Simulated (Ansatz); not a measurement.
Ta$_{16}$H$_{3}$N$_{17}$: geometry relaxation (part 3 of 4)

Ta$_{16}$H$_{3}$N$_{17}$ (slab, 36 atoms in the cell); DFT PBE, scalar-relativistic, plane waves, PAW, no spin polarisation (Ansatz 0.2.0); cutoff 420 eV, 4×3×1 k-mesh, Gaussian smearing of 0.1 eV. The structure derives from an entry of the Crystallography Open Database. The input holds or restrains some coordinates. Forces given for the steps count only the free coordinates. It belongs to a series of runs on one base structure; here: 1 NH3 a cell, tilted, over a top N site.

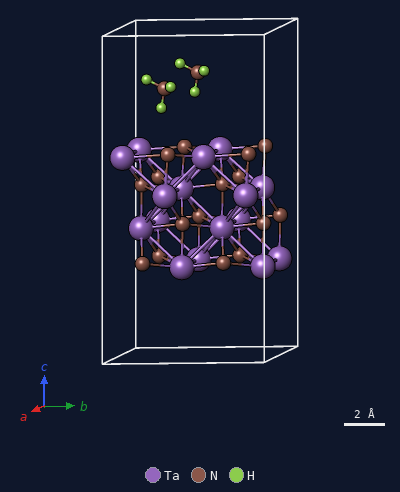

The geometry at step 8 of the log (ball-and-stick view of the cell of the calculation, with the vacuum cut short, seen slightly off an axis).

**Output, continued**
```
  k-point 1: bands = ["-64.5296", "-64.5263", "-64.4957", "-64.4925", "-64.4556", "-64.4528", "-64.4138", "-64.3336", "-64.2416", "-64.2066", "-64.1706", "-64.1347", "-64.0799", "-64.0637", "-64.0465", "-64.0315", "-31.5248", "-31.4688", "-31.3873", "-31.3427", "-31.3203", "-31.3116", "-31.2950", "-31.2603", "-31.2590", "-31.2385", "-31.2335", "-31.1855", "-31.1604", "-31.1598", "-31.1307", "-31.1279", "-31.1262", "-31.0988", "-31.0654", "-31.0429", "-30.9005", "-30.8856", "-30.8853", "-30.8678",
      "-30.8599", "-30.8538", "-30.7836", "-30.7526", "-30.7473", "-30.7430", "-30.7296", "-30.6894", "-30.6328", "-30.6016", "-30.5812", "-30.5463", "-30.5314", "-30.5298", "-30.5239", "-30.5166", "-30.5026", "-30.4953", "-30.4944", "-30.4368", "-30.4325", "-30.3873", "-30.2574", "-30.2338", "-15.7677", "-12.6894", "-12.0844", "-11.6963", "-11.3961", "-11.3629", "-11.3562", "-11.2620", "-11.2594", "-10.9486", "-10.7524", "-10.5218", "-10.4895", "-10.4837", "-10.2808", "-10.1369",
      "-10.0828", "-5.9409", "-5.9311", "-3.8860", "-3.5226", "-3.4810", "-3.3782", "-3.3679", "-3.2332", "-3.2081", "-2.8248", "-2.7077", "-2.5950", "-2.5760", "-2.3295", "-2.2989", "-2.2631", "-2.0585", "-2.0460", "-1.8488", "-1.6918", "-1.1760", "-1.0938", "-1.0851", "-0.8081", "-0.7327", "-0.7108", "-0.6732", "-0.6661", "-0.5543", "-0.5525", "-0.2696", "-0.2121", "-0.1757", "-0.0937", "-0.0643", "-0.0020", "0.0304", "0.1821", "0.2054",
      "0.2136", "0.3075", "0.3147", "0.4724", "0.5135", "0.6036", "0.6155", "0.8400", "0.8646", "0.8921", "1.0474", "1.4364", "1.5066", "1.5444", "2.4010", "2.4419", "2.4472", "2.7204", "2.8711", "2.8751", "3.1609", "3.2269", "3.3433", "3.3543", "3.7968", "3.9292", "4.1274", "4.1738", "4.1750", "4.2927", "4.7337", "4.7558", "4.8305", "4.8745", "4.9538", "5.3663", "5.5059", "5.5225", "5.5668", "5.8426",
      "5.9151", "5.9465", "6.0368", "6.2893", "6.3747", "6.5805", "6.6874", "6.8240", "6.8849", "6.9887", "7.0626", "7.0833", "7.1117", "7.2108", "7.2707", "7.3031", "7.3467", "7.4508", "7.6211", "7.6930", "7.7270", "7.7905", "7.8003", "7.8635"]
  k-point 2: bands = ["-64.5248", "-64.5212", "-64.5007", "-64.4975", "-64.4541", "-64.4472", "-64.4196", "-64.3351", "-64.2365", "-64.2118", "-64.1654", "-64.1399", "-64.0755", "-64.0587", "-64.0514", "-64.0361", "-31.4367", "-31.3853", "-31.3743", "-31.3420", "-31.3086", "-31.2902", "-31.2791", "-31.2283", "-31.2243", "-31.2124", "-31.1944", "-31.1476", "-31.1449", "-31.1401", "-31.1349", "-31.0832", "-31.0723", "-31.0602", "-31.0555", "-31.0244", "-30.9201", "-30.9137", "-30.9027", "-30.8905",
      "-30.8481", "-30.8368", "-30.8273", "-30.8059", "-30.7710", "-30.7643", "-30.7532", "-30.7196", "-30.6223", "-30.6171", "-30.6101", "-30.6009", "-30.5778", "-30.5706", "-30.5266", "-30.5210", "-30.5105", "-30.4988", "-30.4917", "-30.4704", "-30.4513", "-30.3912", "-30.3477", "-30.3113", "-15.7671", "-12.7010", "-11.7336", "-11.5951", "-11.5481", "-11.4304", "-11.3484", "-11.3275", "-11.2562", "-10.9841", "-10.5967", "-10.5925", "-10.5667", "-10.4921", "-10.2251", "-10.1641",
      "-10.1119", "-5.9438", "-5.9345", "-3.8795", "-3.3023", "-3.2612", "-3.2486", "-2.8993", "-2.8741", "-2.8310", "-2.7427", "-2.5711", "-2.4843", "-2.3914", "-2.2209", "-2.1183", "-2.0437", "-1.9793", "-1.8845", "-1.8354", "-1.5986", "-1.5076", "-1.2299", "-1.2215", "-1.0999", "-1.0071", "-0.8936", "-0.8474", "-0.8276", "-0.6189", "-0.5257", "-0.5063", "-0.4740", "-0.4533", "-0.3236", "-0.2899", "-0.1210", "0.0420", "0.0882", "0.1836",
      "0.2167", "0.3013", "0.3524", "0.4566", "0.5056", "0.5215", "0.6983", "0.7324", "0.7477", "0.8365", "1.0348", "1.0733", "1.7580", "2.0955", "2.2349", "2.3140", "2.5209", "2.5559", "2.8189", "2.8948", "3.0056", "3.2797", "3.3433", "3.4516", "3.6192", "4.0781", "4.1993", "4.2111", "4.2432", "4.3261", "4.4216", "4.5544", "4.6754", "4.8136", "5.1497", "5.4340", "5.4659", "5.5312", "5.5941", "5.7879",
      "5.8416", "5.9839", "6.1383", "6.2228", "6.3351", "6.6103", "6.7976", "6.8637", "6.9197", "6.9495", "6.9851", "7.0021", "7.0649", "7.2291", "7.2715", "7.3495", "7.4336", "7.5299", "7.5768", "7.5888", "7.6678", "7.7576", "7.8012", "7.8462"]
  k-point 6: bands = ["-64.5130", "-64.5124", "-64.5101", "-64.5086", "-64.4523", "-64.4348", "-64.4322", "-64.3366", "-64.2242", "-64.2241", "-64.1545", "-64.1509", "-64.0640", "-64.0627", "-64.0495", "-64.0455", "-31.3283", "-31.3124", "-31.2983", "-31.2910", "-31.2778", "-31.2557", "-31.2313", "-31.2242", "-31.2130", "-31.1956", "-31.1851", "-31.1553", "-31.1347", "-31.1304", "-31.1041", "-31.0956", "-31.0515", "-31.0360", "-31.0157", "-30.9965", "-30.9260", "-30.9230", "-30.9016", "-30.8960",
      "-30.8404", "-30.8380", "-30.8245", "-30.8163", "-30.8041", "-30.8024", "-30.7846", "-30.7819", "-30.6748", "-30.6708", "-30.6674", "-30.6172", "-30.5787", "-30.5538", "-30.5479", "-30.5431", "-30.5299", "-30.5258", "-30.5140", "-30.4869", "-30.4582", "-30.4400", "-30.4093", "-30.3928", "-15.7664", "-12.2142", "-11.9672", "-11.7620", "-11.5346", "-11.3994", "-11.3834", "-11.3036", "-11.2527", "-10.8555", "-10.7257", "-10.6241", "-10.4725", "-10.4470", "-10.3206", "-10.2205",
      "-10.1025", "-5.9498", "-5.9337", "-3.3447", "-3.1337", "-3.0416", "-2.9190", "-2.8945", "-2.8413", "-2.7672", "-2.4960", "-2.4807", "-2.4428", "-2.3851", "-2.2863", "-2.2119", "-1.9999", "-1.8954", "-1.8684", "-1.7680", "-1.6382", "-1.5520", "-1.4516", "-1.2872", "-1.1765", "-1.0234", "-0.9644", "-0.9296", "-0.9037", "-0.7333", "-0.7023", "-0.5961", "-0.3932", "-0.2952", "-0.2806", "-0.2313", "-0.0583", "0.0161", "0.0441", "0.1943",
      "0.2511", "0.2802", "0.3028", "0.3714", "0.3848", "0.4627", "0.5768", "0.7314", "0.7396", "0.8193", "0.9124", "1.1106", "2.0545", "2.2313", "2.4198", "2.6433", "2.7238", "2.8311", "2.8926", "3.0198", "3.1669", "3.1978", "3.2289", "3.3510", "3.4576", "3.7196", "3.9396", "3.9431", "3.9898", "4.0192", "4.0731", "4.5699", "5.0081", "5.0721", "5.1761", "5.2287", "5.2503", "5.4116", "5.5101", "5.6330",
      "5.7839", "5.8794", "6.0282", "6.1976", "6.2694", "6.3956", "6.4701", "6.5177", "6.5920", "6.6425", "6.7355", "6.8401", "6.9693", "7.0142", "7.1757", "7.2230", "7.3008", "7.4289", "7.5138", "7.5378", "7.5506", "7.6551", "7.6756", "7.7659"]
--- Relaxed structure (38 steps of the walk, 35 accepted, 0 SCFs on fresh bases) ---
  F+E_penalty+E_count = -165512.88326390 eV   max|allowed force component| = 1.793e-2 eV/Å
  atoms:
    - { symbol: Ta, position: [0.21611937099999995, 0.9322387421000002, 0.3177786585000001] }
    - { symbol: Ta, position: [0.21611937099999998, 0.4322387421000001, 0.3177786585000001] }
    - { symbol: Ta, position: [0.716119371, 0.9322387421000002, 0.3177786585000001] }
    - { symbol: Ta, position: [0.716119371, 0.4322387421000001, 0.3177786585000001] }
    - { symbol: N, position: [0.8593432452, 0.7186864905000001, 0.33046608720000004] }
    - { symbol: N, position: [0.8593432452000002, 0.21868649050000002, 0.33046608720000004] }
    - { symbol: N, position: [0.3593432451999999, 0.7186864905000001, 0.33046608720000004] }
    - { symbol: N, position: [0.3593432452, 0.21868649050000002, 0.33046608720000004] }
    - { symbol: Ta, position: [0.0754626162, 0.6509252325000001, 0.3939032311000001] }
    - { symbol: Ta, position: [0.07546261619999999, 0.15092523250000003, 0.3939032311000001] }
    - { symbol: Ta, position: [0.5754626162000002, 0.6509252325000001, 0.3939032311000001] }
    - { symbol: Ta, position: [0.5754626162000002, 0.15092523250000003, 0.3939032311000001] }
    - { symbol: N, position: [0.7186864905000001, 0.43737298100000005, 0.40659065990000004] }
    - { symbol: N, position: [0.7186864905000001, 0.9373729810000002, 0.40659065990000004] }
    - { symbol: N, position: [0.21868649049999997, 0.43737298100000005, 0.40659065990000004] }
    - { symbol: N, position: [0.2186864905, 0.9373729810000002, 0.40659065990000004] }
    - { symbol: Ta, position: [0.9370949208640615, 0.3716431410601718, 0.4705913358380287] }
    - { symbol: Ta, position: [0.9356842523507078, 0.8712476728450643, 0.47080124723007566] }
    - { symbol: Ta, position: [0.4346822705467125, 0.3716645992324593, 0.4705912697901673] }
    - { symbol: Ta, position: [0.43592111675342693, 0.8715944798231885, 0.47074262303140146] }
    - { symbol: N, position: [0.5782268864298068, 0.15623792891436128, 0.48269905538571317] }
    - { symbol: N, position: [0.5777403399524172, 0.6567461395801131, 0.483241806958671] }
    - { symbol: N, position: [0.07840048944561848, 0.1565959211107888, 0.48285548458232014] }
    - { symbol: N, position: [0.07941248552977775, 0.6568169620331075, 0.4832699521113147] }
    - { symbol: Ta, position: [0.7920923328109796, 0.08304013665249682, 0.5456320919770449] }
    - { symbol: Ta, position: [0.7877614421002725, 0.5756237347332747, 0.544549205227127] }
    - { symbol: Ta, position: [0.29070786208517746, 0.08296595006808515, 0.5455938770745564] }
    - { symbol: Ta, position: [0.2939503150814855, 0.5878599904193778, 0.5470718125461883] }
    - { symbol: N, position: [0.44734525808034714, 0.8945604392720481, 0.5564467265022186] }
    - { symbol: N, position: [0.44662553327950133, 0.38945826900263847, 0.5554596630753781] }
    - { symbol: N, position: [0.9477731391288375, 0.8958429397147986, 0.5562324922377906] }
    - { symbol: N, position: [0.9418225399889547, 0.3889169688431712, 0.5553460477206095] }
    - { symbol: N, position: [1.284605254825265, 0.589062480339467, 0.6384647990925464] }
    - { symbol: H, position: [1.1452829201308743, 0.48042527721222994, 0.6505367532419751] }
    - { symbol: H, position: [1.4432822012470063, 0.5855732180230346, 0.6538517542987229] }
    - { symbol: H, position: [1.2591964644069529, 0.6972518397646351, 0.6525895653556222] }
```

**Trajectory as extended XYZ (Å, eV, eV/Å), 6 of the 38 frames kept, from step=1 to step=38**
```
36
Lattice="5.9004 0.0000 0.0000 -2.9502 7.7265 0.0000 0.0000 0.0000 25.1748" Properties=species:S:1:pos:R:3:forces:R:3 step=1 energy=-165511.83083
Ta   -1.4751    7.2030    8.0000    0.0041   0.2440   0.5029
Ta    0.0000    3.3397    8.0000    0.0028   0.2463   0.5064
Ta    1.4751    7.2030    8.0000    0.0036   0.2452   0.5073
Ta    2.9502    3.3397    8.0000    0.0048   0.2462   0.5066
N     2.9502    5.5529    8.3194   -0.0034  -0.4894   0.4881
N     4.4253    1.6897    8.3194   -0.0030  -0.4904   0.4852
N     0.0000    5.5529    8.3194   -0.0030  -0.4890   0.4879
N     1.4751    1.6897    8.3194   -0.0037  -0.4918   0.4892
Ta   -1.4751    5.0294    9.9164    0.0016   0.1890  -0.5497
Ta    0.0000    1.1661    9.9164    0.0032   0.1919  -0.5495
Ta    1.4751    5.0294    9.9164    0.0019   0.1892  -0.5508
Ta    2.9502    1.1661    9.9164    0.0002   0.1913  -0.5497
N     2.9502    3.3794   10.2358   -0.0010   0.0548  -0.4453
N     1.4751    7.2426   10.2358   -0.0027   0.0538  -0.4414
N     0.0000    3.3794   10.2358   -0.0023   0.0541  -0.4420
N    -1.4751    7.2426   10.2358   -0.0021   0.0566  -0.4427
Ta    4.4256    2.8695   11.8494   -0.0044   0.0047  -0.0174
Ta    2.9505    6.7328   11.8494    0.0031   0.0055   0.0057
Ta    1.4754    2.8695   11.8494    0.0027   0.0077   0.0060
Ta    0.0003    6.7328   11.8494   -0.0050   0.0041   0.0061
N     2.9508    1.2107   12.1598   -0.0047  -0.0011   0.0025
N     1.4757    5.0740   12.1598   -0.0007  -0.0084   0.0076
N     0.0007    1.2107   12.1598    0.0039  -0.0025   0.0041
N    -1.4744    5.0740   12.1598   -0.0028  -0.0112   0.0031
Ta    4.4255    0.6266   13.7319    0.0022  -0.0357  -0.0025
Ta    2.9504    4.4898   13.7319   -0.0507   0.0648  -0.0431
Ta    1.4753    0.6266   13.7319    0.0000   0.0111   0.0210
Ta    0.0002    4.4898   13.7319    0.0452   0.0364   0.0201
N     0.0002    6.8983   13.9957    0.0038  -0.0028  -0.0192
N     1.4753    3.0350   13.9957    0.0121  -0.0070  -0.0259
N     2.9504    6.8983   13.9957   -0.0019  -0.0045  -0.0157
N     4.4254    3.0350   13.9957   -0.0479  -0.0362  -0.0175
N     4.7580    2.9261   17.3998    0.5053  -0.0836  -0.4143
H     4.4254    3.0350   16.4157    0.4041  -0.1798   0.7045
H     5.5564    3.5883   17.5218   -0.6100  -0.6154  -0.1162
H     5.1526    1.9623   17.4782   -0.2549   0.8508  -0.1095
36
Lattice="5.9004 0.0000 0.0000 -2.9502 7.7265 0.0000 0.0000 0.0000 25.1748" Properties=species:S:1:pos:R:3:forces:R:3 step=8 energy=-165511.89709
Ta   -1.4751    7.2030    8.0000    0.0041   0.2453   0.5017
Ta    0.0000    3.3397    8.0000    0.0031   0.2468   0.5087
Ta    1.4751    7.2030    8.0000    0.0035   0.2447   0.5048
Ta    2.9502    3.3397    8.0000    0.0041   0.2489   0.5076
N     2.9502    5.5529    8.3194   -0.0024  -0.4914   0.4871
N     4.4253    1.6897    8.3194   -0.0039  -0.4905   0.4881
N     0.0000    5.5529    8.3194   -0.0040  -0.4897   0.4867
N     1.4751    1.6897    8.3194   -0.0020  -0.4928   0.4890
Ta   -1.4751    5.0294    9.9164    0.0023   0.1769  -0.5580
Ta    0.0000    1.1661    9.9164    0.0044   0.1998  -0.5397
Ta    1.4751    5.0294    9.9164    0.0053   0.1833  -0.5636
Ta    2.9502    1.1661    9.9164    0.0030   0.2021  -0.5423
N     2.9502    3.3794   10.2358    0.0036   0.0539  -0.4372
N     1.4751    7.2426   10.2358   -0.0003   0.0557  -0.4482
N     0.0000    3.3794   10.2358   -0.0029   0.0525  -0.4364
N    -1.4751    7.2426   10.2358   -0.0016   0.0591  -0.4515
Ta    4.4259    2.8696   11.8512    0.0021   0.0048   0.0134
Ta    2.9517    6.7323   11.8481   -0.0053   0.0015  -0.0006
Ta    1.4765    2.8698   11.8502   -0.0045  -0.0088  -0.0014
Ta   -0.0002    6.7331   11.8480    0.0073   0.0037   0.0025
N     2.9510    1.2107   12.1613   -0.0036  -0.0064  -0.0018
N     1.4770    5.0728   12.1591    0.0023   0.0130  -0.0065
N     0.0015    1.2098   12.1612    0.0021   0.0019  -0.0062
N    -1.4741    5.0736   12.1592   -0.0031  -0.0038   0.0011
Ta    4.4264    0.6208   13.7309   -0.0022   0.0028   0.0125
Ta    2.9500    4.4936   13.7336    0.0072  -0.0040   0.0067
Ta    1.4751    0.6260   13.7331    0.0034  -0.0020  -0.0020
Ta    0.0034    4.4950   13.7281   -0.0060  -0.0052  -0.0022
N     0.0006    6.8936   13.9938    0.0029  -0.0011  -0.0018
N     1.4749    3.0375   13.9944    0.0001   0.0050   0.0014
N     2.9508    6.8933   13.9936   -0.0017  -0.0102  -0.0012
N     4.4283    3.0371   13.9985   -0.0001   0.0069  -0.0131
N     4.7182    2.9561   17.4511    0.1009  -0.1046  -0.0098
H     4.7476    2.7918   16.4379   -0.0263  -0.0054   0.0586
H     5.5401    3.5284   17.6674   -0.0552  -0.0609   0.0123
H     4.8898    2.0458   17.8936   -0.0366   0.1681  -0.0587
```
